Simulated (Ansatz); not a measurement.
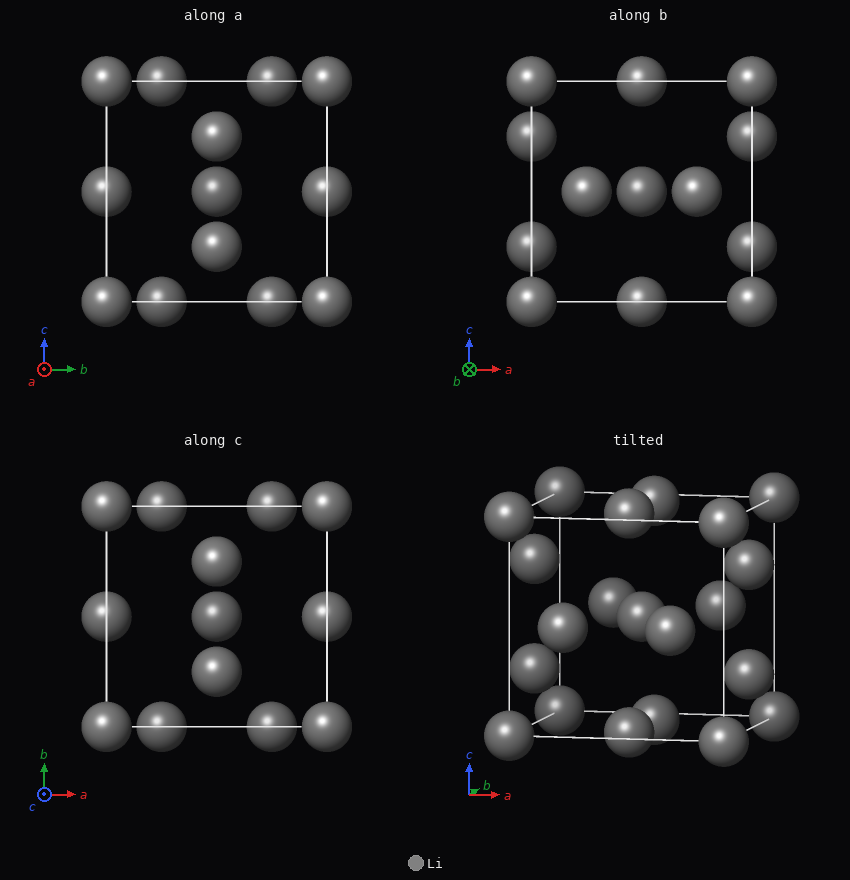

Shown here is a spheres-only view of the crystal, taken along the a axis, along the b axis, along the c axis and slightly off an axis. One conventional unit cell is framed, with atoms on its boundary repeated.

Lattice parameters: a = 5.451 Å, b = 5.451 Å, c = 5.451 Å, α = 90.00°, β = 90.00°, γ = 90.00°. Put a along x and b in the xy plane.

Record the structure as a POSCAR file.

Answer.
```
Li
1.0
     5.451    0.000    0.000
     0.000    5.451    0.000
     0.000    0.000    5.451
Li
8
Direct
  0.0000 0.0000 0.0000
  0.5000 0.5000 0.5000
  0.2500 0.0000 0.5000
  0.7500 0.0000 0.5000
  0.5000 0.2500 0.0000
  0.5000 0.7500 0.0000
  0.0000 0.5000 0.2500
  0.0000 0.5000 0.7500
```

The initial geometry was a structure type filled with this element by a generator (whether the element takes this form wasn't checked). Atoms and cell were optimised with Ansatz 0.2.0, DFT, PBE, plane waves (420 eV) with PAW, scalar-relativistic.
